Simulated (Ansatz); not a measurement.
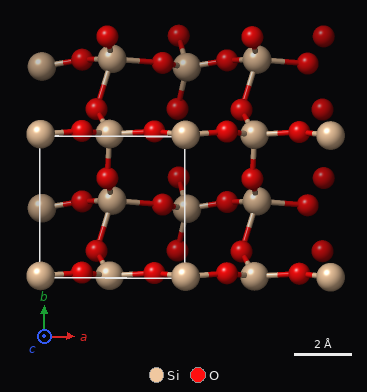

This is the input geometry for a relaxation of solid SiO2 (set up in P1) (coarse preliminary run). The picture is a ball-and-stick view of the cell of the calculation, repeated 2 × 2 × 1 with one cell outlined, seen along the c axis.

The calculation used Ansatz 0.2.0, DFT PBE, scalar-relativistic, plane waves, PAW.

Input file:
```yaml
crystal:
  lattice:
    - [2.564034383, -2.5569875795, -3.6359289809]
    - [2.5391304233, -2.464226073, 3.5557597337]
    - [-5.0349467226, -4.9529955687, -0.046233518]
  atoms:
    - { symbol: Si, position: [0.0069720684, 0.0122586648, -0.0094491789] }
    - { symbol: Si, position: [0.4996732417, 0.5467143778, 0.5064382238] }
    - { symbol: Si, position: [0.4826286528, 1.0158337838, 0.7574282274] }
    - { symbol: Si, position: [1.0160841277, 0.4902728336, 0.2698791627] }
    - { symbol: O, position: [0.3924435581, 0.191319209, 0.5807389145] }
    - { symbol: O, position: [0.9593487644, 0.71189227, 0.0662550334] }
    - { symbol: O, position: [0.7913776215, 0.0359748009, 0.8537422963] }
    - { symbol: O, position: [0.2933600809, 0.5395698213, 0.3249103458] }
    - { symbol: O, position: [0.2915182457, 0.0368800311, 0.9063340098] }
    - { symbol: O, position: [0.8486758583, 0.519408357, 0.4094451422] }
    - { symbol: O, position: [0.4669576252, 0.7043054908, 0.6717927585] }
    - { symbol: O, position: [0.9509601552, 0.1955703601, 0.1624850647] }
basis:
  ecutwfc: 420
kpoints:
  mp_grid: { grid: [4, 4, 2] }
hamiltonian:
  xc: pbe
scf:
  occupations: { method: gaussian, width: 0.1 }
  lower_state_search: "off"
output:
  forces: true
  stress: true
  eigenvalues: true
relax:
  adjacent_minimum: "off"
  f_tol: 0.025
  max_steps: 60
  cell: { stress_tol: 0.25 }
```

Command:
```bash
ansatz run input.yaml --threads 1 --pin off --max-ram 2560MiB --backend cpu --events-out ev --progress --plain --runs-dir out
```

### Where does the relaxation end?

The largest moves relative to the cell, 0.32 Å, are those of O5 and O10. O5 goes roughly along [3 1 0]. By element the largest moves are O 0.32 Å, Si 0.24 Å. The volume changes by +2.6 %, with a 5.132 → 5.124 Å (−0.2 %), b 5.016 → 5.121 Å (+2.1 %), c 7.063 → 7.110 Å (+0.7 %), α 91.2° → 90.0°, β 90.1° → 90.0°, γ 90.3° → 92.0°. Near-neighbour distances that change, for instance: Si2–O5 1.946 → 1.626 Å, Si4–O10 1.315 → 1.626 Å, Si2–O10 1.923 → 1.626 Å, Si4–O6 1.859 → 1.626 Å. Among the angles between lasting bonds that change: O5–Si2–O8 91.5° → 108.7°, Si2–O5–Si3 130.3° → 146.9°, O5–Si3–O7 122.8° → 108.7°. The space group (tolerance 0.01 Å) goes from P1 (No. 1) to I-42d (No. 122). The energy falls by 710 meV per atom in 4 accepted moves (6 points after the start). Largest force component: 22 eV/Å at the start, 0.0028 eV/Å at the end. The pressure goes from 20.52 to 0.01 GPa. The SCF was repeated twice at an unchanged geometry on a basis and grid sized afresh for the cell, which shifted the energy by 1.6 meV per atom at most.

The end point in the same view:

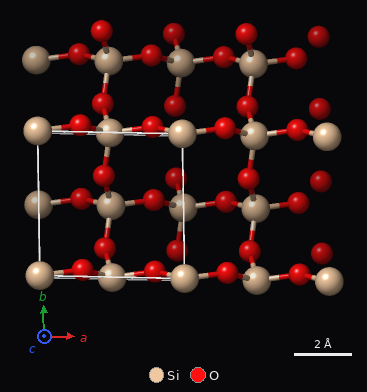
